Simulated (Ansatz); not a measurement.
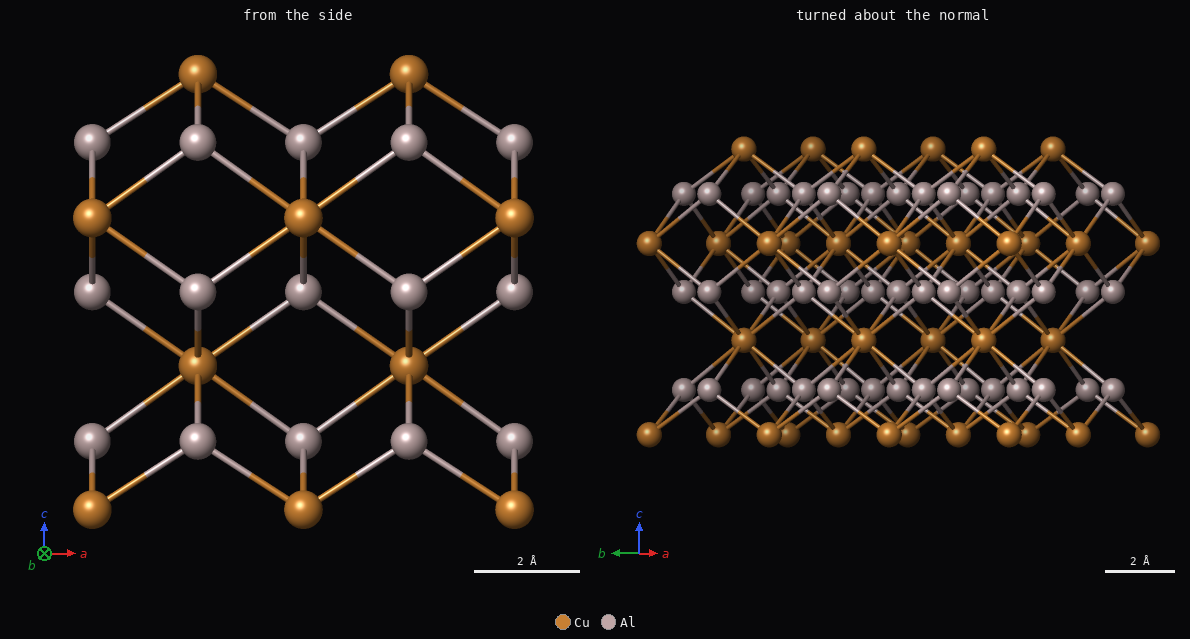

A ball-and-stick picture of a periodic slab, seen from the side and turned about the normal. The surface normal points up in side views; the vacuum is left out. 2×3 cells are drawn in the plane, with atoms at the edges repeated.

The cell holds 6 Al, 4 Cu. The slab was cut from bulk Al2Cu (Fm-3m).

Question: Are the two faces alike, and what ends them?

Answer: The top face ends in Cu, the bottom face in Cu. The two faces are alike.

Question: Read the thickness off the scale bar.

Answer: About 8 Å from the lowest to the highest atom.

Question: Count the planes and say what each contains, starting at the top.

Answer: Seven planes: Cu / Al / Cu / Al / Cu / Al / Cu.

Question: Index the surface.

Answer: (0 0 1).

The initial geometry was a structure listed in the Materials Project, from which a slab was cut. The atoms were relaxed in a fixed cell with DFT r2SCAN, scalar-relativistic, plane waves, PAW in Ansatz.
